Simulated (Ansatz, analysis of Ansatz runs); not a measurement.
# As-vacancy pair (E centre) in Si: charge-transition level against experiment

Subject: As-vacancy pair (E centre) in Si. Wanted: its charge-transition level, in one set-up (r2SCAN, 128-site cell, r2SCAN lattice, 500 eV, k: the single point 1/4 1/4 1/4). The model is a cell of 128 host atoms with 1 site emptied and As put on another atom's site. The level is the Fermi energy at which two charge states have equal formation energy, after a correction for the images of the charge. A meta-GGA costs about twice a GGA and mends lattice constants and part of the gap.

**The experiment.** (0/-1) level below the conduction-band bottom: 0.47 eV, by DLTS (quoted in “E Center in Silicon Has a Donor Level in the Band Gap”, 2006, A. Nylandsted Larsen et al., quoting earlier work (2002)). The runs below try to reproduce this.

Calculated with Ansatz 0.2.0; plane-wave PAW DFT, r2SCAN; relaxation of all atoms of a defect supercell.

## (1) The structure

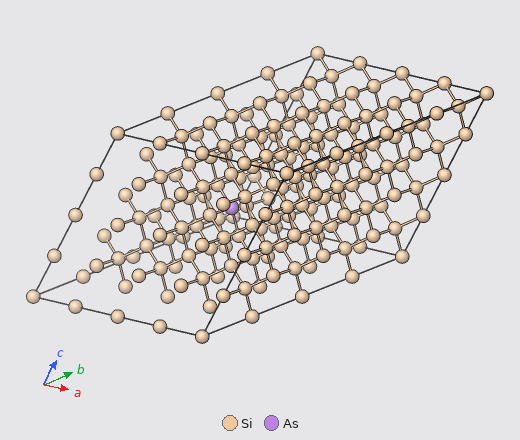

Start, viewed from a free direction; silicon light orange, arsenic purple. Bonds to atoms that aren't drawn are left out. Some periodic images of atoms are drawn too.

The cell holds 127 atoms: 126 Si and 1 As. Its edges and angles: a = 15.399 Å, b = 15.399 Å, c = 15.399 Å, α = 60.0°, β = 60.0°, γ = 60.0°. It derives from Si (space group Fd-3m). Nearest the centre at fractional (0.438, 0.438, 0.438): Si50 at 2.36 Å, As43 at 2.36 Å, Si74 at 2.36 Å, Si44 at 2.36 Å, Si36 at 3.85 Å, Si49 at 3.85 Å, Si42 at 3.85 Å, Si38 at 3.85 Å.

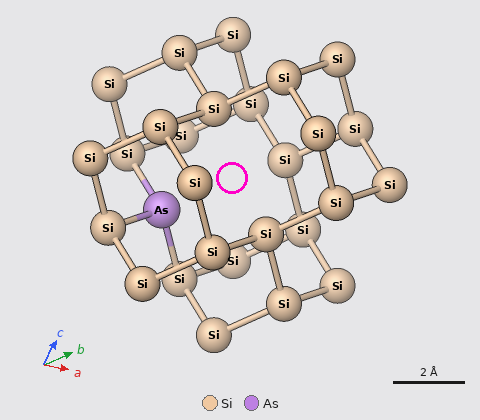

The atoms within 5 Å of the centre. A ring marks the centre wherever it is empty.

The host's primitive cell comes from a first run (plane-wave PAW DFT, r2SCAN; relaxation of the host's cell and atoms): vectors of 3.850, 3.850 and 3.850 Å. That is 20.17 Å³ an atom, 0.7 % over the diffraction cell's volume. The supercell is built on it.

## (2) Relaxation, charge 0

Every later number rests on the structure around the defect, so the atoms are relaxed at the host's lattice first.

relax0/input.yaml

```yaml
relax:
  f_tol: 0.02
  max_steps: 80
  random_displacement: { amplitude: 0.12, seed: 805 }
crystal:
  lattice:
    - [0.0, 10.88847935, 10.88847935]
    - [10.88847935, 0.0, 10.88847935]
    - [10.88847935, 10.88847935, 0.0]
  atoms:
    - { symbol: Si, position: [0.125, 0.125, 0.125] }
    - { symbol: Si, position: [0.1875, 0.1875, 0.1875] }
[... 3 atom lines left out ...]
    - { symbol: Si, position: [0.1875, 0.1875, 0.6875] }
[... 4 atom lines left out ...]
    - { symbol: Si, position: [0.125, 0.375, 0.375] }
    - { symbol: Si, position: [0.1875, 0.4375, 0.4375] }
    - { symbol: Si, position: [0.125, 0.375, 0.625] }
    - { symbol: Si, position: [0.1875, 0.4375, 0.6875] }
    - { symbol: Si, position: [0.125, 0.375, 0.875] }
[... 2 atom lines left out ...]
    - { symbol: Si, position: [0.1875, 0.6875, 0.1875] }
    - { symbol: Si, position: [0.125, 0.625, 0.375] }
    - { symbol: Si, position: [0.1875, 0.6875, 0.4375] }
    - { symbol: Si, position: [0.125, 0.625, 0.625] }
    - { symbol: Si, position: [0.1875, 0.6875, 0.6875] }
[... 4 atom lines left out ...]
    - { symbol: Si, position: [0.125, 0.875, 0.375] }
[... 8 atom lines left out ...]
    - { symbol: Si, position: [0.4375, 0.1875, 0.4375] }
    - { symbol: Si, position: [0.375, 0.125, 0.625] }
    - { symbol: Si, position: [0.4375, 0.1875, 0.6875] }
    - { symbol: Si, position: [0.375, 0.125, 0.875] }
[... 1 atom line left out ...]
    - { symbol: Si, position: [0.375, 0.375, 0.125] }
    - { symbol: Si, position: [0.4375, 0.4375, 0.1875] }
    - { symbol: As, position: [0.375, 0.375, 0.375] }
    - { symbol: Si, position: [0.375, 0.375, 0.625] }
    - { symbol: Si, position: [0.4375, 0.4375, 0.6875] }
    - { symbol: Si, position: [0.375, 0.375, 0.875] }
[... 1 atom line left out ...]
    - { symbol: Si, position: [0.375, 0.625, 0.125] }
    - { symbol: Si, position: [0.4375, 0.6875, 0.1875] }
    - { symbol: Si, position: [0.375, 0.625, 0.375] }
    - { symbol: Si, position: [0.4375, 0.6875, 0.4375] }
    - { symbol: Si, position: [0.375, 0.625, 0.625] }
[... 3 atom lines left out ...]
    - { symbol: Si, position: [0.375, 0.875, 0.125] }
[... 1 atom line left out ...]
    - { symbol: Si, position: [0.375, 0.875, 0.375] }
[... 6 atom lines left out ...]
    - { symbol: Si, position: [0.6875, 0.1875, 0.1875] }
    - { symbol: Si, position: [0.625, 0.125, 0.375] }
    - { symbol: Si, position: [0.6875, 0.1875, 0.4375] }
    - { symbol: Si, position: [0.625, 0.125, 0.625] }
    - { symbol: Si, position: [0.6875, 0.1875, 0.6875] }
[... 2 atom lines left out ...]
    - { symbol: Si, position: [0.625, 0.375, 0.125] }
    - { symbol: Si, position: [0.6875, 0.4375, 0.1875] }
    - { symbol: Si, position: [0.625, 0.375, 0.375] }
    - { symbol: Si, position: [0.6875, 0.4375, 0.4375] }
    - { symbol: Si, position: [0.625, 0.375, 0.625] }
[... 3 atom lines left out ...]
    - { symbol: Si, position: [0.625, 0.625, 0.125] }
    - { symbol: Si, position: [0.6875, 0.6875, 0.1875] }
    - { symbol: Si, position: [0.625, 0.625, 0.375] }
[... 15 atom lines left out ...]
    - { symbol: Si, position: [0.875, 0.125, 0.375] }
[... 5 atom lines left out ...]
    - { symbol: Si, position: [0.875, 0.375, 0.125] }
[... 1 atom line left out ...]
    - { symbol: Si, position: [0.875, 0.375, 0.375] }
[... 20 atom lines left out ...]
    - { symbol: Si, position: [0.9375, 0.9375, 0.9375] }
  host:
    repeats: [4, 4, 4]
    atoms:
      - { symbol: Si, position: [0.5, 0.5, 0.5] }
      - { symbol: Si, position: [0.75, 0.75, 0.75] }
basis:
  ecutwfc: 500
  xc_grid: 2
hamiltonian:
  xc: r2scan
kpoints:
  mp_grid: { grid: [1, 1, 1], shift: [0.25, 0.25, 0.25] }
magnetization:
  spin_polarized: true
  initial_magnetization: 1
  spin_locking: { lock_magnetization: hard }
scf:
  occupations: { method: fermi_dirac, width: 0.01 }
  max_iter: 120
output:
  forces: true
  charged_corrections:
    epsilon: 13.32
    static_epsilon: 13.32
    defect_position: [0.40625, 0.40625, 0.40625]
  eigenvalues: true
checkpoint:
  write: "../relax0.run"
  compress: false
  write_wavefunctions: true
  write_every: 100000
```

Started as:

```bash
> ansatz run input.yaml --threads 4 --pin off --max-ram 14131MiB --backend cpu --events-out ev --progress --plain --runs-dir out
```

Numbers of over 12 decimals in the logs are rounded to 6 here.

What it wrote:

```text
[... repeated set-up lines and file paths are left out, and long positions are rounded to six places ...]
Warning: This run holds its total moment fixed (magnetization.spin_locking.lock_magnetization: hard) and mixes its density by anderson or broyden (scf.mixing.algorithm, typed or taken by auto). [...]
Engine: ansatz 0.2.0, aarch64-unknown-linux-gnu
Pseudopotentials: kind: paw
Pseudopotential: Si, paw, valence charge 4, recommended cutoff 500 eV (meta_gga), Si.paw.azcp
Pseudopotential: As, paw, valence charge 15, recommended cutoff 500 eV (meta_gga), As.paw.azcp
Functional definition: r2SCAN
  parameter k0 = 0.174
  parameter k1 = 0.065
  parameter a1 = 4.9479
  exchange = r2scan_x(k0 = k0, k1 = k1, a1 = a1)
  correlation = r2scan_c
Crystal: 127 atoms, lattice volume = 2581.854 Å³
Basis set: ecut = 500 eV, 65547 PW (Γ), exchange–correlation on 240×240×240 points (8 copies of the dense FFT grid, shifted against one another)
Bands: 387, of which v1, the nominal top of the filled ones, is band 260 counted from 1 (259 counted from 0)
Symmetry: 1 space group operations
k-points: 1
Non-local potential: Si, projectors of the file, l = 0: 2, l = 1: 2, l = 2: 2
Non-local potential: As, projectors of the file, l = 0: 2, l = 1: 2, l = 2: 3, l = 3: 1
PAW form: soft (Blöchl's): semilocal exchange-correlation on the pseudo side does not see the compensation charge
PAW frozen core: Si, regenerated for the run's functional (the file was generated under x = pbe(κ = 0.804, μ = 0.219515), c = pbe(β = 0.066725))
PAW frozen core: As, regenerated for the run's functional (the file was generated under x = pbe(κ = 0.804, μ = 0.219515), c = pbe(β = 0.066725))
PAW one-centre angular grid: Si, 302 points (default); XC on 160 Gauss nodes
PAW one-centre angular grid: As, 590 points (default); XC on 160 Gauss nodes
Initial density: superposition of atomic densities (chi_scale 0.1, normalization cell)
Starting moments: Σ|m| = 1 μB on 127 of 127 sites
Initial wavefunctions: pseudopotential atomic-orbital guess
Functional: x = r2scan, c = r2scan; τ floored in thin density (d = 2e-4 eV/Å³)
SCF iter   1: F=—  HF=-85364.391113 eV  |F-HF|=—  |Δ(HF+E_count)|=         —  Δρ=2.32e-2 (↑2.31e-2 ↓2.32e-2)  dr2=5.03e1  dr2_τ=2.49e-1  dr2_m=9.98e-3  M=1.000 μB ∫|m|=1.000 μB  β_m=1.20  ethr=3.10e-3  ⟨swp⟩=6.0  Hψ=3582  notcnv=0  defer=144
preconditioner: auto → Resta (q_TF=auto, 2.088 Å⁻¹)  ε∞=4.9  [insulator: Δε(μ)=0.038 eV  Ē_g=8.402 eV  σ=0.010 eV  W_gap=0.74  n_scr=410 (ndim 8)  ℏωp=16.5 eV  f_vac=0.000  D(μ)=23.02/eV (n_scr^D=88)  ε∞_Penn≈4.9]
spin=Collinear: Resta preconditioning applied to the charge; magnetization (m = ρ↑ − ρ↓) channel mixes plain (no charge-response kernel on spin).
SCF iter   2: F=—  HF=-85363.794433 eV  |F-HF|=—  |Δ(HF+E_count)|=   5.97e-1  Δρ=1.76e-2 (↑1.76e-2 ↓1.76e-2)  dr2=2.87e1  dr2_τ=1.91e-2  dr2_m=5.08e-3  M=1.000 μB ∫|m|=1.165 μB  β_m=1.20  ethr=3.10e-3  ⟨swp⟩=1.5  Hψ=897  notcnv=0  defer=210  κ⁻¹=1.0e0(r=1)
SCF iter   3: F=—  HF=-85365.119001 eV  |F-HF|=—  |Δ(HF+E_count)|=    1.32e0  Δρ=3.15e-3 (↑3.03e-3 ↓3.15e-3)  dr2=1.41e0  dr2_τ=1.38e-3  dr2_m=9.50e-3  M=1.000 μB ∫|m|=1.704 μB  β_m=1.20  ethr=3.10e-3  ⟨swp⟩=2.0  Hψ=1294  notcnv=0  defer=229  κ⁻¹=1.7e-2(r=2)
SCF iter   4: F=—  HF=-85365.220296 eV  |F-HF|=—  |Δ(HF+E_count)|=   1.01e-1  Δρ=1.48e-3 (↑1.47e-3 ↓1.48e-3)  dr2=3.51e-1  dr2_τ=5.24e-4  dr2_m=1.14e-3  M=1.000 μB ∫|m|=1.473 μB  β_m=1.20  ethr=2.71e-4  ⟨swp⟩=2.5  Hψ=916  notcnv=0  defer=242  κ⁻¹=7.7e-3(r=3)
SCF iter   5: F=—  HF=-85365.256081 eV  |F-HF|=—  |Δ(HF+E_count)|=   3.58e-2  Δρ=9.46e-4 (↑9.46e-4 ↓8.32e-4)  dr2=9.43e-2  dr2_τ=2.00e-4  dr2_m=9.91e-4  M=1.000 μB ∫|m|=1.476 μB  β_m=1.20  ethr=6.77e-5  ⟨swp⟩=4.0  Hψ=1056  notcnv=0  defer=242  κ⁻¹=8.0e-4(r=4)
SCF iter   6: F=—  HF=-85365.291799 eV  |F-HF|=—  |Δ(HF+E_count)|=   3.57e-2  Δρ=4.74e-4 (↑4.74e-4 ↓4.11e-4)  dr2=1.94e-2  dr2_τ=4.68e-5  dr2_m=5.32e-4  M=1.000 μB ∫|m|=1.764 μB  β_m=1.20  ethr=1.82e-5  ⟨swp⟩=5.5  Hψ=1077  notcnv=0  defer=242  κ⁻¹=1.2e-4(r=5)
SCF iter   7: F=—  HF=-85365.304522 eV  |F-HF|=—  |Δ(HF+E_count)|=   1.27e-2  Δρ=2.42e-4 (↑2.42e-4 ↓1.94e-4)  dr2=6.73e-3  dr2_τ=7.23e-6  dr2_m=1.29e-4  M=1.000 μB ∫|m|=1.932 μB  β_m=1.20  ethr=3.73e-6  ⟨swp⟩=4.0  Hψ=1265  notcnv=0  defer=242  κ⁻¹=6.0e-5(r=6)
SCF iter   8: F=—  HF=-85365.306729 eV  |F-HF|=—  |Δ(HF+E_count)|=   2.21e-3  Δρ=1.02e-4 (↑7.69e-5 ↓1.02e-4)  dr2=9.54e-4  dr2_τ=9.41e-7  dr2_m=2.75e-5  M=1.000 μB ∫|m|=2.032 μB  β_m=1.20  ethr=1.30e-6  ⟨swp⟩=4.5  Hψ=1379  notcnv=0  defer=242  κ⁻¹=1.7e-5(r=7)
SCF iter   9: F=—  HF=-85365.307069 eV  |F-HF|=—  |Δ(HF+E_count)|=   3.40e-4  Δρ=5.22e-5 (↑4.38e-5 ↓5.22e-5)  dr2=2.71e-4  dr2_τ=2.86e-7  dr2_m=8.74e-6  M=1.000 μB ∫|m|=2.025 μB  β_m=1.20  ethr=1.84e-7  ⟨swp⟩=2.5  Hψ=1129  notcnv=0  defer=242  κ⁻¹=5.0e-6(r=8)
SCF iter  10: F=—  HF=-85365.307222 eV  |F-HF|=—  |Δ(HF+E_count)|=   1.53e-4  Δρ=2.40e-5 (↑2.40e-5 ↓2.40e-5)  dr2=7.89e-5  dr2_τ=8.25e-8  dr2_m=1.39e-6  M=1.000 μB ∫|m|=2.018 μB  β_m=1.20  ethr=5.23e-8  ⟨swp⟩=3.0  Hψ=1065  notcnv=0  defer=242  κ⁻¹=1.7e-6(r=8)
[...]
SCF 1 converged in 13 iterations: F = -85365.307264 eV  dr2 = 1.00e-6
  greatest PAW one-centre occupation: 0.999 electrons in one spin orbital (limit 2), on the As atom at site 42 (counted from 0), in its partial waves of l = 2
relax step   1: F+E_penalty+E_count = -85365.30726445 eV  Δ(F+E_penalty+E_count) = +0.000e0 eV  max|allowed force component| = 3.129e0 eV/Å  Δτ_max = 0.0000 Å  (13 SCF iters, dr2 threshold 1.00e-5 eV, accepted)
[...]
relax step   2: F+E_penalty+E_count = -85377.86485170 eV  Δ(F+E_penalty+E_count) = -1.256e1 eV  max|allowed force component| = 9.120e-1 eV/Å  Δτ_max = 0.1948 Å  (8 SCF iters, dr2 threshold 1.00e-4 eV, accepted)
relax step   3: F+E_penalty+E_count = -85378.91317837 eV  Δ(F+E_penalty+E_count) = -1.048e0 eV  max|allowed force component| = 1.685e-1 eV/Å  Δτ_max = 0.1547 Å  (7 SCF iters, dr2 threshold 5.20e-5 eV, accepted)
relax step   4: F+E_penalty+E_count = -85378.88126659 eV  Δ(F+E_penalty+E_count) = +3.191e-2 eV  max|allowed force component| = 2.109e-1 eV/Å  Δτ_max = 0.1364 Å  (9 SCF iters, dr2 threshold 1.77e-6 eV, rejected (line search))
relax step   5: F+E_penalty+E_count = -85378.92902406 eV  Δ(F+E_penalty+E_count) = -1.585e-2 eV  max|allowed force component| = 3.649e-2 eV/Å  Δτ_max = 0.0581 Å  (11 SCF iters, accepted)
relax step   6: F+E_penalty+E_count = -85378.92808250 eV  Δ(F+E_penalty+E_count) = +9.416e-4 eV  max|allowed force component| = 6.814e-2 eV/Å  Δτ_max = 0.0196 Å  (9 SCF iters, rejected (line search))
[...]
relax step   7: F+E_penalty+E_count = -85378.93011259 eV  Δ(F+E_penalty+E_count) = -1.089e-3 eV  max|allowed force component| = 7.630e-3 eV/Å  Δτ_max = 0.0089 Å  (8 SCF iters, accepted)
iter 1 solved again at ethr=3.38e-12 eV; its pass at ethr=3.10e-3 eV (dr2=1.75e-8 eV) is discarded
SCF iter   1: F=—  HF=-85378.930113 eV  |F-HF|=—  |Δ(HF+E_count)|=         —  Δρ=4.27e-7 (↑4.10e-7 ↓4.27e-7)  dr2=1.75e-8  dr2_τ=3.69e-11  dr2_m=3.46e-10  M=1.000 μB ∫|m|=1.937 μB  β_m=1.20  ethr=3.38e-12  ⟨swp⟩=1.5  Hψ=2155  notcnv=0
SCF iter   2: F=-85378.930113 eV  HF=-85378.930113 eV  |F-HF|=7.20e-9  |Δ(HF+E_count)|=   7.35e-9  Δρ=3.15e-7 (↑3.09e-7 ↓3.15e-7)  dr2=1.02e-8  dr2_τ=2.06e-11  dr2_m=3.62e-11  M=1.000 μB ∫|m|=1.937 μB  ethr=3.38e-12  ⟨swp⟩=3.0  Hψ=1539  notcnv=0
SCF 8 converged in 2 iterations: F = -85378.930113 eV  dr2 = 1.02e-8
SCF converged after 2 iterations
Stability not checked: this state was not tested for a lower state beside it, because the mixer in use, unlike msr1, does not test its closes by its own steps (another_mixer; see scf.mixing.algorithm and scf.lower_state_search)
Magnetization: 1.0000 μB (260.0000 up, 259.0000 down)
Absolute magnetization: 1.9452 μB (∫|ρ↑−ρ↓|, with the PAW one-centre terms)
Spin contamination: 0.1509 ħ² per cell (⟨S²⟩ above its minimum at these occupations)
Per-site moments (μB) at R_I (Å): [(0.00127702, 0.972186), (6.729854561008647e-5, 0.972186), (0.0011295, 0.972408), [... 124 left out ...]
Free energy (F): -85378.930113 eV
Harris-Foulkes:  -85378.930113 eV  (|F-HF|=7.20e-9)
Internal energy: -85378.930113 eV  (E = F + TS)
E sigma→0 (E₀):  -85378.930113 eV
Fermi energy:    6.567528 (↑ 6.567537, ↓ 6.355041) eV
--- Per-component energies (eV) ---
  E_band       = 102.520346
  E_kinetic    = 5198.842144
  E_local      = -6265.587856  (includes V_loc(G=0)·N_el)
  E_nonlocal   = 2475.083686
  E_hartree    = 2443.075641
  E_xc         = -6559.931687
  E_vxc        = -6346.506309  (∫ρ·V_xc dr)
  E_paw        = -67306.292165  (= ΣΔE_a)
  E_vpaw       = -94.781242  (= ΣTr[D̂ρ^β])
  E_aug_tail   = 0.000532  (compensation charges beyond the density's cutoff)
  E_vtau       = 249.318212  (kinetic-family band-sum trace: ∫τ·v_τ [+ j·A + Jᵃ·Aᵃ] dr)
  E_ewald      = -15353.032445
  E_core_change = -11.087963  (= ΣΔE_core)
  E_smearing   = -0.000000  (= −TS)
  E_closure    = 0.000000  (closes the sum)
  Σ components = -85378.930113   (vs F -85378.930113, Δ=0.00e0)
--- Forces (eV/Å), atoms counted from 1 ---
  atom   1  Si     0.00208202     0.00190901     0.00109242
  atom   2  Si    -0.00025583    -0.00041213    -0.00019155
  [... 9 atoms left out ...]
  atom  12  Si     0.00007861    -0.00334130    -0.00277355
  [... 23 atoms left out ...]
  atom  36  Si    -0.00303421    -0.00049947    -0.00301943
  [... 5 atoms left out ...]
  atom  42  Si    -0.00365498    -0.00363461    -0.00100429
  atom  43  As     0.00472047     0.00433917     0.00518394
  atom  44  Si     0.00773214     0.00177954    -0.00649483
  [... 3 atoms left out ...]
  atom  48  Si    -0.00176306     0.00061720     0.00019479
  atom  49  Si    -0.00190063    -0.00224864     0.00224316
  atom  50  Si     0.00018517     0.00276154    -0.00262268
  [... 22 atoms left out ...]
  atom  73  Si    -0.00355856     0.00248839     0.00248717
  atom  74  Si    -0.00295303    -0.00073373     0.00229775
  [... 53 atoms left out ...]
  max |Σ_I F_I| component: 1.25e-2 eV/Å
--- Band table (eV) ---
  k-point 0 ↑: bands = ["-29.8470", "-29.8466", "-29.8022", "-29.8015", [... 379 left out ...] "10.7322", "10.7347", "10.7690", "10.7927"]
  k-point 0 ↓: bands = ["-29.8462", "-29.8457", "-29.8013", "-29.8003", [... 379 left out ...] "10.7377", "10.7563", "10.7757", "10.8030"]
--- Relaxed structure (7 steps of the walk, 5 accepted, 0 SCFs on fresh bases) ---
  F+E_penalty+E_count = -85378.93011259 eV   max|allowed force component| = 7.630e-3 eV/Å
  atoms:
    - { symbol: Si, position: [0.125002, 0.125871, 0.124526] }
    - { symbol: Si, position: [0.187331, 0.187939, 0.187580] }
    [... 9 atoms left out ...]
    - { symbol: Si, position: [0.190092, 0.436398, 0.435134] }
    [... 23 atoms left out ...]
    - { symbol: Si, position: [0.435747, 0.190842, 0.435264] }
    [... 5 atoms left out ...]
    - { symbol: Si, position: [0.435138, 0.435925, 0.189772] }
    - { symbol: As, position: [0.380899, 0.381749, 0.380291] }
    - { symbol: Si, position: [0.382076, 0.380324, 0.617306] }
    [... 3 atoms left out ...]
    - { symbol: Si, position: [0.374520, 0.623859, 0.127382] }
    - { symbol: Si, position: [0.436464, 0.684173, 0.192828] }
    - { symbol: Si, position: [0.373412, 0.623731, 0.380976] }
    [... 22 atoms left out ...]
    - { symbol: Si, position: [0.681957, 0.437113, 0.194610] }
    - { symbol: Si, position: [0.620282, 0.374211, 0.383724] }
    [... 53 atoms left out ...]
```

Wall time 46 min (4 threads of Arm Neoverse V1, shared host); peak memory 8.6 GiB.

Relaxation path:

```
step  energy less that of the first step (eV)  largest force component (eV/Å)
   1                                   0.0000                          3.1290
   2                                 -12.5576                          0.9120
   3                                 -13.6059                          0.1685
   4                                 -13.5740                          0.2109
   5                                 -13.6218                          0.0365
   6                                 -13.6208                          0.0681
   7                                 -13.6228                          0.0076
```

Relaxation steps 4, 6 were tried and not accepted.

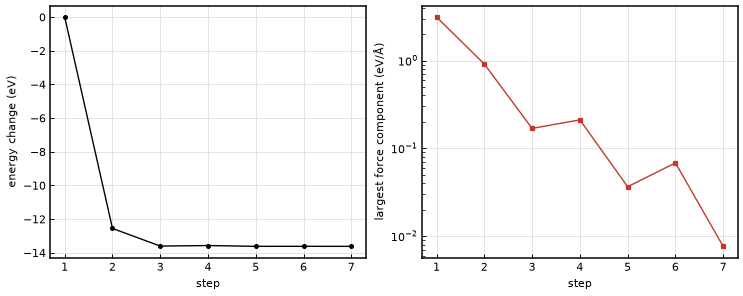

Energy and largest force along the relaxation.

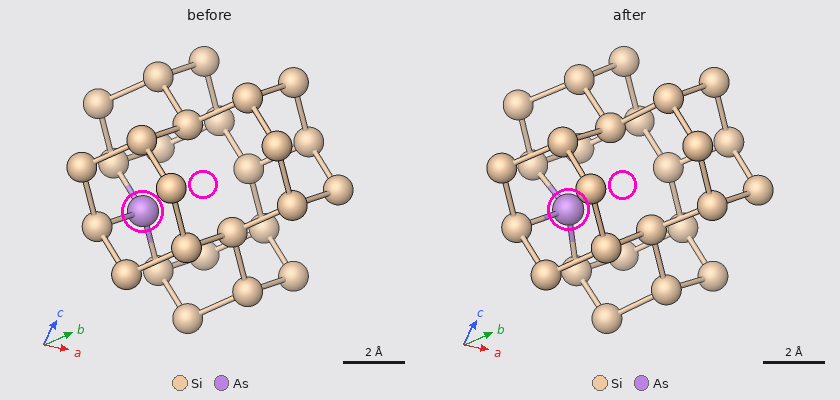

Before and after: the atoms that start within 5 Å of the centre. As43, which moves most, is ringed if it is among them. A ring with no atom in it marks the empty centre.

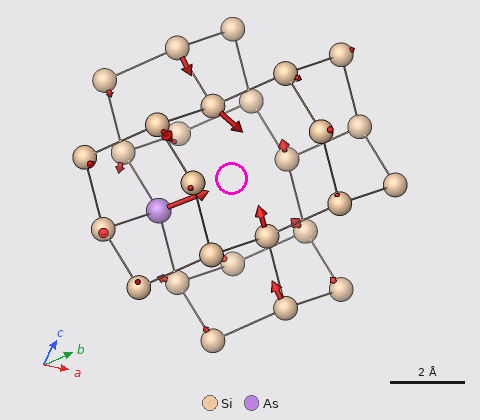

Displacements in the relaxation from the typed sites near the centre, exaggerated, the mean shift taken out; the longest in the cell stands for 0.21 Å. A ring marks the centre wherever it is empty.

The atoms that moved most (Å, from the sites as typed, ahead of the random displacement, the mean shift of all atoms taken out):

```csv
atom,dx,dy,dz,length
As43,0.118,0.114,0.131,0.210
Si44,-0.039,-0.014,0.128,0.135
Si74,0.073,0.036,-0.067,0.105
Si14,-0.061,-0.013,0.075,0.097
Si73,0.060,0.010,-0.071,0.094
Si38,-0.019,-0.044,0.063,0.079
Si49,0.009,0.039,-0.054,0.067
Si50,0.038,0.040,-0.038,0.067
```

Neighbours of the ideal centre at the end:

```csv
atom,distance (Å)
As43,2.132
Si44,2.263
Si74,2.300
Si50,2.343
Si73,3.752
Si14,3.759
Si38,3.774
Si49,3.783
Si36,3.829
Si12,3.837
Si67,3.840
```

Read from the output:

| Item | Value |
| --- | --- |
| free energy | -85378.9301 eV |
| total moment | 1 μB |
| integral of the absolute spin density | 1.945 μB |
| spin contamination | 0.1509 |

The relaxation ends 107 meV an atom lower than the displaced start, with a largest force component of 0.0076 eV/Å.

(Part 1 of 2 ends here.)

[Logs are printed without paths, hosts, clocks, repeated set-up lines and the standing remarks that a program may print on its own settings, such as how far it seeks lower states.]

[Hosts, paths, dates, database ids (printed as entryN), source tags and the programs' standing remarks are cut or masked in the printed files.]

[For some hosts the program warned that the k-mesh of the response run may be too coarse for force constants and the static dielectric constant; such warnings are not shown here.]
